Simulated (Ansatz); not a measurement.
**GaP: geometry relaxation**

GaP (F-43m, 2 atoms in the cell), computed with DFT PBE, scalar-relativistic, plane waves, PAW, no spin polarisation (Ansatz 0.2.0).

The structure derives from an entry of the Crystallography Open Database. Figures and captions count atoms from 1; the log counts them from 0 in places.

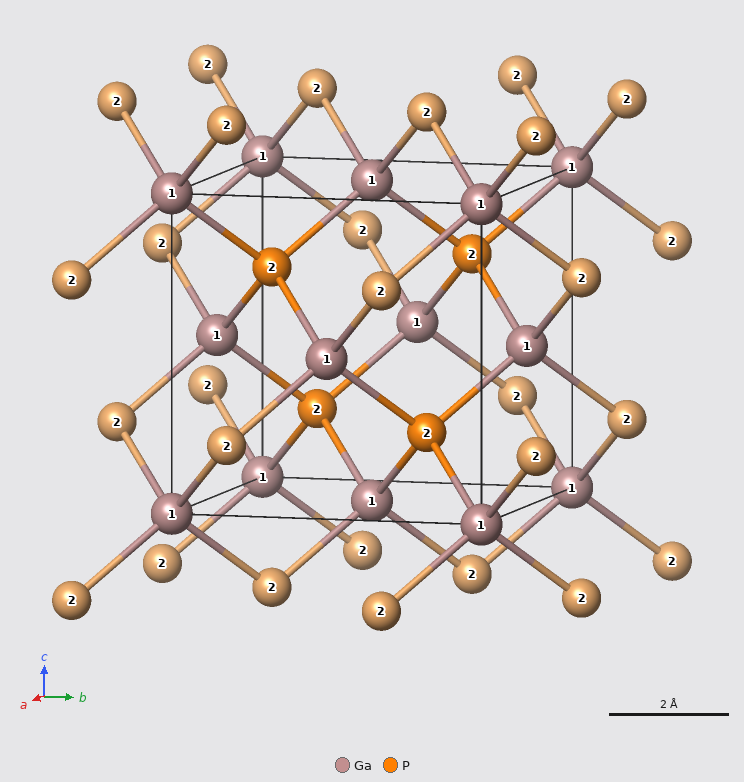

**Figure 1.** The input geometry (ball-and-stick view of the cell 4 times as large as that of the calculation, set on its symmetry axes, seen slightly off an axis; neighbours outside the cell are drawn fainter; atoms are numbered from 1 in the order of the input). Near neighbours in the crystal (not all of them lie inside the picture): Ga has 4 P at 2.36 Å; P has 4 Ga at 2.36 Å.

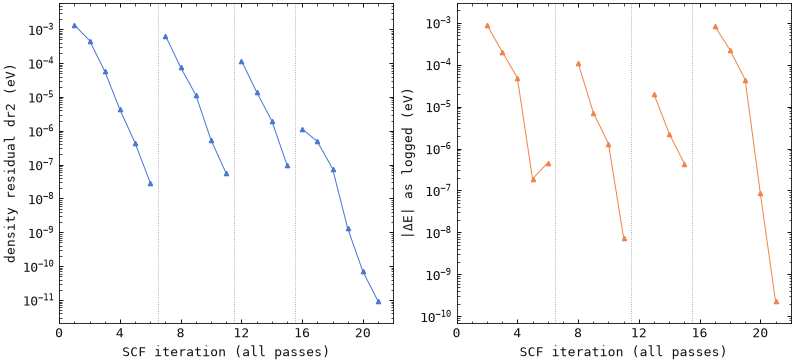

**Figure 2.** Convergence of the self-consistent field: density residual dr2 and size of the energy change against the SCF iteration. The dotted lines part the SCF passes of the relaxation: geometry steps, rejected trials and re-solves on a re-selected basis. The passes take 6, 5, 4 and 6 iterations.

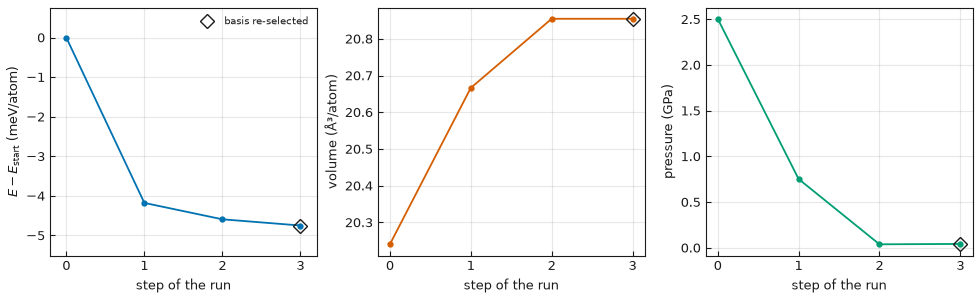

**Figure 3.** Progress of the relaxation, step by step (the first geometry is step 0 here and step 1 in the log).

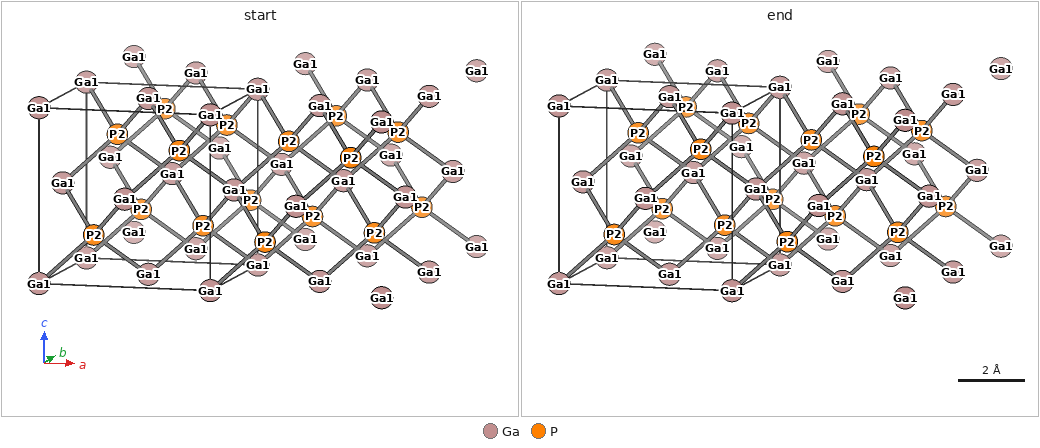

**Figure 4.** Before (left) and after (right) the relaxation, at one scale (ball-and-stick view of the cell 4 times as large as that of the calculation, set on its symmetry axes, repeated 2 × 2 × 1, seen slightly off an axis). The atoms keep their places relative to the cell (all moves are under 0.005 Å). Cell: a = b = c 5.450 → 5.505 Å (+1.0 %). Volume +3.0 %. Among the contacts that change: Ga1–P2 2.360 → 2.384 Å. The space group stays F-43m (No. 216). After 2 geometry steps the energy has fallen by 4.6 meV per atom. All forces vanish by symmetry, so only the cell relaxes. The pressure goes from 2.51 to 0.04 GPa. A last SCF at the same geometry on a re-selected plane-wave basis shifts the energy by −0.2 meV per atom. (Atoms are counted from 1 in the order of the input.)

The input and output of the run follow.

The input
```yaml
crystal:
  lattice:
    - [0.0, 2.72525, 2.72525]
    - [2.72525, 0.0, 2.72525]
    - [2.72525, 2.72525, 0.0]
  atoms:
    - { symbol: Ga, position: [0.0, 0.0, 0.0] }
    - { symbol: P, position: [0.75, 0.75, 0.75] }
basis:
  ecutwfc: 420
kpoints:
  mp_grid: { grid: [8, 8, 8] }
hamiltonian:
  xc: pbe
scf:
  occupations: { method: gaussian, width: 0.02 }
output:
  forces: true
  stress: true
  eigenvalues: true
relax:
  adjacent_minimum: "off"
  f_tol: 0.005
  max_steps: 80
  cell: { stress_tol: 0.05 }
```

Launch command:
```bash
ansatz run input.yaml --threads 1 --pin off --max-ram 2560MiB --backend cpu --events-out ev --progress --plain --runs-dir out
```

The program's output
```
Engine: ansatz 0.2.0, x86_64-unknown-linux-gnu
Pseudopotentials: kind: paw
Pseudopotential: Ga, paw, valence charge 13, recommended cutoff 420 eV (normal), Ga.paw.azcp
Pseudopotential: P, paw, valence charge 5, recommended cutoff 420 eV (normal), P.paw.azcp
Functional definition: PBE
  parameter kappa = 0.804
  parameter beta = 0.06672455060314922
  exchange = pbe_x(kappa = kappa, mu = beta*pi^2/3)
  correlation = pbe_c(beta = beta)
Crystal: 2 atoms, lattice volume = 40.481 Å³
Basis set: ecut = 420 eV, 749 PW (Γ), exchange–correlation on 54×54×54 points (8 copies of the dense FFT grid, shifted against one another)
Bands: 13, of which v1, the nominal top of the filled ones, is band 9 counted from 1 (8 counted from 0)
Symmetry: 24 space group operations
Space group: F-43m (ITA 216), of the structure as read, at distance tolerance 3.4e-5 Å
k-points: 29 of 512 (time reversal used)
Non-local potential: Ga, projectors of the file, l = 0: 2, l = 1: 2, l = 2: 3, l = 3: 1
Non-local potential: P, projectors of the file, l = 0: 2, l = 1: 2, l = 2: 2
PAW form: soft (Blöchl's): semilocal exchange-correlation on the pseudo side does not see the compensation charge
PAW one-centre angular grid: Ga, 590 points (default); XC on 64 Gauss nodes
PAW one-centre angular grid: P, 110 points (default); XC on 64 Gauss nodes
Initial density: superposition of atomic densities (neutral atoms: chi_scale 0, normalization atom), corrected by the library's trained network
Initial wavefunctions: pseudopotential atomic-orbital guess
Functional: x = pbe(κ = 0.804, μ = 0.2195149727645171), c = pbe(β = 0.06672455060314922)
SCF iter   1: F=—  HF=-4539.548925 eV  |F-HF|=—  |Δ(HF+E_count)|=         —  Δρ=1.57e-3  dr2=1.34e-3  ethr=1.77e-3  ⟨swp⟩=6.6  Hψ=2584  notcnv=0
preconditioner: auto → none  [insulator: Δε(μ)=1.630 eV  Ē_g=15.513 eV  σ=0.020 eV  W_gap=1.00  n_scr=14 (ndim 8)  ℏωp=24.8 eV  f_vac=0.011  D(μ)=0.00/eV (n_scr^D=0)  ε∞_Penn≈3.5]
SCF iter   2: F=—  HF=-4539.548044 eV  |F-HF|=—  |Δ(HF+E_count)|=   8.81e-4  Δρ=1.30e-3  dr2=4.64e-4  ethr=7.42e-6  ⟨swp⟩=2.5  Hψ=1006  notcnv=0
SCF iter   3: F=—  HF=-4539.547842 eV  |F-HF|=—  |Δ(HF+E_count)|=   2.03e-4  Δρ=4.33e-4  dr2=5.76e-5  ethr=2.58e-6  ⟨swp⟩=2.1  Hψ=737  notcnv=0
SCF iter   4: F=—  HF=-4539.547891 eV  |F-HF|=—  |Δ(HF+E_count)|=   4.88e-5  Δρ=1.27e-4  dr2=4.27e-6  ethr=3.20e-7  ⟨swp⟩=2.0  Hψ=642  notcnv=0
SCF iter   5: F=—  HF=-4539.547891 eV  |F-HF|=—  |Δ(HF+E_count)|=   1.89e-7  Δρ=3.17e-5  dr2=4.37e-7  ethr=2.37e-8  ⟨swp⟩=2.0  Hψ=638  notcnv=0
SCF iter   6: F=-4539.547891 eV  HF=-4539.547891 eV  |F-HF|=2.39e-8  |Δ(HF+E_count)|=   4.54e-7  Δρ=1.07e-5  dr2=2.91e-8  ethr=5.56e-10  ⟨swp⟩=7.0  Hψ=2014  notcnv=0
SCF 1 converged in 6 iterations: F = -4539.547891 eV  dr2 = 2.91e-8
  greatest PAW one-centre occupation: 0.994 electrons in one spin orbital (limit 2), on the Ga atom at site 0 (counted from 0), in its partial waves of l = 2
relax step   1: F+E_penalty+E_count = -4539.54789120 eV  Δ(F+E_penalty+E_count) = +0.000e0 eV  max|allowed force component| = 2.776e-16 eV/Å  Δτ_max = 0.0000 Å  P = +2.505 GPa  Ω = 40.481 Å³  (6 SCF iters, dr2 threshold 1.00e-7 eV, accepted)
Crystal: 2 atoms, lattice volume = 41.332 Å³
Basis set: ecut = 420 eV, 869 PW (Γ), exchange–correlation on 54×54×54 points (8 copies of the dense FFT grid, shifted against one another)
Initial density: handed on by an earlier stage of this run
Initial wavefunctions: those handed on with the density
iter 1 solved again at ethr=3.35e-6 eV; its pass at ethr=3.10e-3 eV (dr2=6.04e-4 eV) is discarded
SCF iter   1: F=—  HF=-4539.556350 eV  |F-HF|=—  |Δ(HF+E_count)|=         —  Δρ=1.04e-3  dr2=6.47e-4  ethr=3.35e-6  ⟨swp⟩=2.0  Hψ=2778  notcnv=0
preconditioner: auto → none  [insulator: Δε(μ)=1.604 eV  Ē_g=15.421 eV  σ=0.020 eV  W_gap=1.00  n_scr=14 (ndim 8)  ℏωp=24.5 eV  f_vac=0.013  D(μ)=0.00/eV (n_scr^D=0)  ε∞_Penn≈3.5]
SCF iter   2: F=—  HF=-4539.556239 eV  |F-HF|=—  |Δ(HF+E_count)|=   1.11e-4  Δρ=4.17e-4  dr2=7.50e-5  ethr=3.35e-6  ⟨swp⟩=2.0  Hψ=486  notcnv=0
SCF iter   3: F=—  HF=-4539.556246 eV  |F-HF|=—  |Δ(HF+E_count)|=   7.18e-6  Δρ=1.71e-4  dr2=1.14e-5  ethr=4.17e-7  ⟨swp⟩=3.0  Hψ=665  notcnv=0
SCF iter   4: F=—  HF=-4539.556248 eV  |F-HF|=—  |Δ(HF+E_count)|=   1.31e-6  Δρ=4.41e-5  dr2=5.34e-7  ethr=6.32e-8  ⟨swp⟩=2.0  Hψ=638  notcnv=0
SCF iter   5: F=-4539.556248 eV  HF=-4539.556248 eV  |F-HF|=8.05e-8  |Δ(HF+E_count)|=   7.36e-9  Δρ=1.42e-5  dr2=5.50e-8  ethr=1.11e-9  ⟨swp⟩=7.0  Hψ=2076  notcnv=0
SCF 2 converged in 5 iterations: F = -4539.556248 eV  dr2 = 5.50e-8
relax step   2: F+E_penalty+E_count = -4539.55624766 eV  Δ(F+E_penalty+E_count) = -8.356e-3 eV  max|allowed force component| = 7.170e-17 eV/Å  Δτ_max = 0.0000 Å  P = +0.752 GPa  Ω = 41.332 Å³  energy of the carried Pulay correction = -2.164e-4 eV  (5 SCF iters, dr2 threshold 2.00e-7 eV, accepted)
Crystal: 2 atoms, lattice volume = 41.709 Å³
iter 1 solved again at ethr=6.51e-7 eV; its pass at ethr=3.10e-3 eV (dr2=1.17e-4 eV) is discarded
SCF iter   1: F=—  HF=-4539.557094 eV  |F-HF|=—  |Δ(HF+E_count)|=         —  Δρ=4.41e-4  dr2=1.19e-4  ethr=6.51e-7  ⟨swp⟩=2.3  Hψ=2697  notcnv=0
preconditioner: auto → none  [insulator: Δε(μ)=1.580 eV  Ē_g=15.380 eV  σ=0.020 eV  W_gap=1.00  n_scr=14 (ndim 8)  ℏωp=24.4 eV  f_vac=0.013  D(μ)=0.00/eV (n_scr^D=0)  ε∞_Penn≈3.5]
SCF iter   2: F=—  HF=-4539.557074 eV  |F-HF|=—  |Δ(HF+E_count)|=   1.96e-5  Δρ=1.81e-4  dr2=1.41e-5  ethr=6.51e-7  ⟨swp⟩=2.0  Hψ=480  notcnv=0
SCF iter   3: F=—  HF=-4539.557076 eV  |F-HF|=—  |Δ(HF+E_count)|=   2.27e-6  Δρ=6.97e-5  dr2=1.98e-6  ethr=7.81e-8  ⟨swp⟩=2.9  Hψ=664  notcnv=0
SCF iter   4: F=-4539.557077 eV  HF=-4539.557077 eV  |F-HF|=1.24e-7  |Δ(HF+E_count)|=   4.34e-7  Δρ=1.92e-5  dr2=9.85e-8  ethr=1.11e-9  ⟨swp⟩=4.9  Hψ=2222  notcnv=0
SCF 3 converged in 4 iterations: F = -4539.557077 eV  dr2 = 9.85e-8
relax step   3: F+E_penalty+E_count = -4539.55707668 eV  Δ(F+E_penalty+E_count) = -8.290e-4 eV  max|allowed force component| = 1.064e-16 eV/Å  Δτ_max = 0.0000 Å  P = +0.038 GPa  Ω = 41.709 Å³  energy of the carried Pulay correction = -3.107e-4 eV  (4 SCF iters, dr2 threshold 2.00e-7 eV, accepted)
Initial wavefunctions: pseudopotential atomic-orbital guess (no wavefunctions were taken with the density)
iter 1 solved again at ethr=1.15e-6 eV; its pass at ethr=3.10e-3 eV (dr2=2.06e-4 eV) is discarded
SCF iter   1: F=—  HF=-4539.556294 eV  |F-HF|=—  |Δ(HF+E_count)|=         —  Δρ=3.42e-4  dr2=1.13e-6  ethr=1.15e-6  ⟨swp⟩=3.1  Hψ=3444  notcnv=0
preconditioner: auto → none  [insulator: Δε(μ)=1.583 eV  Ē_g=15.379 eV  σ=0.020 eV  W_gap=1.00  n_scr=14 (ndim 8)  ℏωp=24.4 eV  f_vac=0.011  D(μ)=0.00/eV (n_scr^D=0)  ε∞_Penn≈3.5]
SCF iter   2: F=—  HF=-4539.557122 eV  |F-HF|=—  |Δ(HF+E_count)|=   8.28e-4  Δρ=1.73e-4  dr2=4.82e-7  ethr=6.26e-9  ⟨swp⟩=2.2  Hψ=661  notcnv=0
SCF iter   3: F=—  HF=-4539.557346 eV  |F-HF|=—  |Δ(HF+E_count)|=   2.24e-4  Δρ=7.04e-5  dr2=7.67e-8  ethr=2.68e-9  ⟨swp⟩=2.0  Hψ=650  notcnv=0
SCF iter   4: F=—  HF=-4539.557390 eV  |F-HF|=—  |Δ(HF+E_count)|=   4.38e-5  Δρ=3.73e-6  dr2=1.31e-9  ethr=4.26e-10  ⟨swp⟩=2.0  Hψ=644  notcnv=0
SCF iter   5: F=—  HF=-4539.557390 eV  |F-HF|=—  |Δ(HF+E_count)|=   8.58e-8  Δρ=4.50e-7  dr2=6.95e-11  ethr=7.29e-12  ⟨swp⟩=2.1  Hψ=644  notcnv=0
SCF iter   6: F=-4539.557390 eV  HF=-4539.557390 eV  |F-HF|=1.15e-10  |Δ(HF+E_count)|=  2.29e-10  Δρ=1.92e-7  dr2=9.17e-12  ethr=1.00e-12  ⟨swp⟩=7.0  Hψ=2016  notcnv=0
SCF 4 converged in 6 iterations: F = -4539.557390 eV  dr2 = 9.17e-12
relax step   4: F+E_penalty+E_count = -4539.55738960 eV  Δ(F+E_penalty+E_count) = -3.129e-4 eV  max|allowed force component| = 9.136e-17 eV/Å  Δτ_max = 0.0000 Å  P = +0.042 GPa  Ω = 41.709 Å³  stress off target by 4.19e-2 GPa  SCF on the basis re-selected at this cell (its energy is not comparable with the rows above)  (6 SCF iters)
basis re-selected at this cell: Δ(F+E_penalty+E_count) = -3.129e-4 eV, ΔP = +0.004 GPa vs the last step (what re-selecting the basis moved, of the pressure what is left beyond the Pulay correction that the steps carried, after the strain that the cell walked since its last selection, with what the two solves' SCF thresholds leave and, on support functions, any second-order correction that the steps lacked; it is no measure of the basis error at this ecutwfc). This SCF's stress stands 4.19e-2 GPa from its target on what of the cell is left free (relax.cell.stress_tol is 5.00e-2 GPa) and its largest allowed force component is 9.14e-17 eV/Å (relax.f_tol is 5.00e-3 eV/Å): within both
SCF converged after 6 iterations
Free energy (F): -4539.557390 eV
Harris-Foulkes:  -4539.557390 eV  (|F-HF|=1.15e-10)
Internal energy: -4539.557390 eV  (E = F + TS)
E sigma→0 (E₀):  -4539.557390 eV
Fermi energy:    7.505243 eV
--- Per-component energies (eV) ---
  E_band       = -63.675423
  E_kinetic    = 185.391407
  E_local      = -2220.431164  (includes V_loc(G=0)·N_el)
  E_nonlocal   = 458.828509
  E_hartree    = 1025.153979
  E_xc         = -130.312706
  E_vxc        = -118.412085  (∫ρ·V_xc dr)
  E_paw        = -2558.555069  (= ΣΔE_a)
  E_vpaw       = -419.359950  (= ΣTr[D̂ρ^β])
  E_aug_tail   = -0.000086  (compensation charges beyond the density's cutoff)
  E_ewald      = -1299.632259
  E_smearing   = -0.000000  (= −TS)
  E_closure    = -0.000000  (closes the sum)
  Σ components = -4539.557390   (vs F -4539.557390, Δ=0.00e0)
--- Forces (eV/Å), atoms counted from 1 ---
  atom   1  Ga    -0.00000000     0.00000000     0.00000000
  atom   2  P      0.00000000    -0.00000000    -0.00000000
  max |Σ_I F_I| component: 4.16e-17 eV/Å
--- Stress (GPa, compression-positive) ---
        0.041914       0.000000       0.000000
        0.000000       0.041914       0.000000
        0.000000       0.000000       0.041914
  P = ⅓ Tr σ = 0.0419 GPa (0.419 kbar)
--- Band table (eV; the first three rows and the last of 29) ---
  k-point 0: bands = ["-7.7708", "-7.7708", "-7.7708", "-7.6801", "-7.6801", "-5.5574", "6.7137", "6.7137", "6.7137", "8.2965", "10.6057", "10.6057", "10.6057"]
  k-point 1: bands = ["-7.7828", "-7.7665", "-7.7665", "-7.6801", "-7.6801", "-5.3630", "5.0890", "6.4949", "6.4949", "8.9994", "10.9417", "10.9417", "11.1174"]
  k-point 2: bands = ["-7.8095", "-7.7574", "-7.7574", "-7.6789", "-7.6789", "-4.8122", "2.9031", "6.0793", "6.0793", "8.7668", "11.4377", "11.4377", "12.9091"]
  k-point 28: bands = ["-7.8601", "-7.7358", "-7.7163", "-7.6935", "-7.6720", "-2.6466", "0.2928", "3.2784", "3.4358", "11.4082", "11.4456", "12.7276", "12.8638"]
--- Relaxed structure (3 steps of the walk, 3 accepted, 1 SCFs on fresh bases) ---
  F+E_penalty+E_count = -4539.55738960 eV   max|allowed force component| = 9.136e-17 eV/Å   (the final SCF, on the basis selected at the relaxed cell)
  cell:  # Å, volume = 41.7090 Å³
    - [4.6877422702639425e-33, 2.752536810714505, 2.752536810714505]
    - [2.752536810714505, 4.6877422702639425e-33, 2.752536810714505]
    - [2.752536810714505, 2.752536810714505, 5.401094354869325e-33]
  atoms:
    - { symbol: Ga, position: [8.774839057997682e-34, -7.479225237353728e-34, -1.0306019027849627e-33] }
    - { symbol: P, position: [0.7500000000000001, 0.7500000000000001, 0.7500000000000001] }
```

Trajectory as extended XYZ (Å, eV, eV/Å), 4 frames, from step=1 to step=4
```
2
Lattice="0.0000 2.7252 2.7252 2.7252 0.0000 2.7252 2.7252 2.7252 0.0000" Properties=species:S:1:pos:R:3:forces:R:3 step=1 energy=-4539.54789 pressure_GPa=2.51
Ga    0.0000    0.0000    0.0000    0.0000   0.0000   0.0000
P     4.0879    4.0879    4.0879    0.0000   0.0000   0.0000
2
Lattice="0.0000 2.7442 2.7442 2.7442 0.0000 2.7442 2.7442 2.7442 0.0000" Properties=species:S:1:pos:R:3:forces:R:3 step=2 energy=-4539.55625 pressure_GPa=0.75
Ga    0.0000    0.0000    0.0000    0.0000   0.0000   0.0000
P     4.1163    4.1163    4.1163    0.0000   0.0000   0.0000
2
Lattice="0.0000 2.7525 2.7525 2.7525 0.0000 2.7525 2.7525 2.7525 0.0000" Properties=species:S:1:pos:R:3:forces:R:3 step=3 energy=-4539.55708 pressure_GPa=0.04
Ga    0.0000    0.0000    0.0000    0.0000   0.0000   0.0000
P     4.1288    4.1288    4.1288    0.0000   0.0000   0.0000
2
Lattice="0.0000 2.7525 2.7525 2.7525 0.0000 2.7525 2.7525 2.7525 0.0000" Properties=species:S:1:pos:R:3:forces:R:3 step=4 energy=-4539.55739 pressure_GPa=0.04
Ga    0.0000    0.0000    0.0000    0.0000   0.0000   0.0000
P     4.1288    4.1288    4.1288    0.0000   0.0000   0.0000
```

Summary

```csv
quantity,value
outcome,converged
space group (tolerance 0.01 Å),F-43m (216)
electrons treated,18
free energy,−4539.5574 eV
Fermi energy,7.505 eV
gap on the k-point mesh,1.58 eV
pressure,0.04 GPa
final volume,41.71 Å³
largest force (length of the vector) at the end,under 0.001 eV/Å
final cell,"a = 3.893 Å, b = 3.893 Å, c = 3.893 Å, α = 60.00°, β = 60.00°, γ = 60.00°"
hardware,"1 thread of Oxide Virtual Turin-like (Zen 5), 32 GiB of memory available, shared host"
wall time,6.3 s
peak memory,0.37 GiB
```
